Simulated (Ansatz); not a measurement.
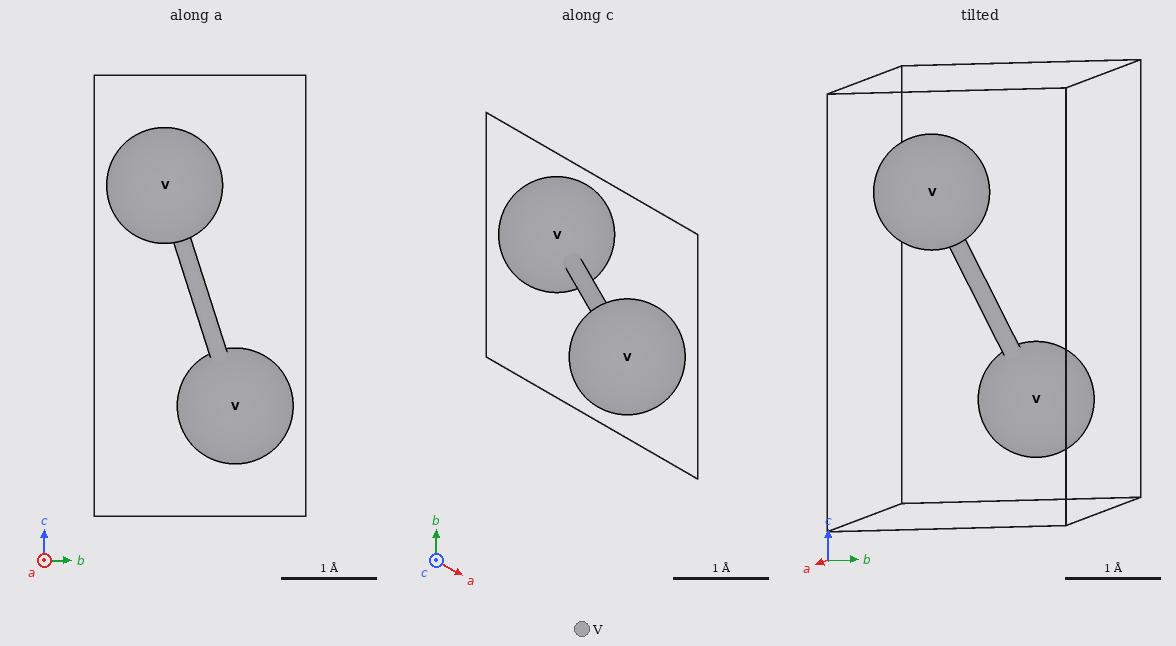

We look at a ball-and-stick model of the crystal along the a axis, along the c axis and slightly off an axis. The conventional unit cell is outlined; an atom on or near a face, edge or corner is repeated at each equivalent position.

**How many atoms count towards one cell?**

2 (vanadium), counting shared atoms by their share.

**What kind of lattice is this?**

Primitive hexagonal.

**Name the space group.**

P6_3/mmc (No. 194), with V on 2c.

**Which prototype does it follow?**

Hexagonal close-packed (Mg type).

**What do the bonds build: molecules, chains, layers or a framework?**

The bonds build a three-dimensional framework.

It derives from a textbook structure type filled with this element (whether it is the usual form wasn't checked). Atoms and cell were optimised with DFT PBEsol, scalar-relativistic, plane waves, PAW in Ansatz.
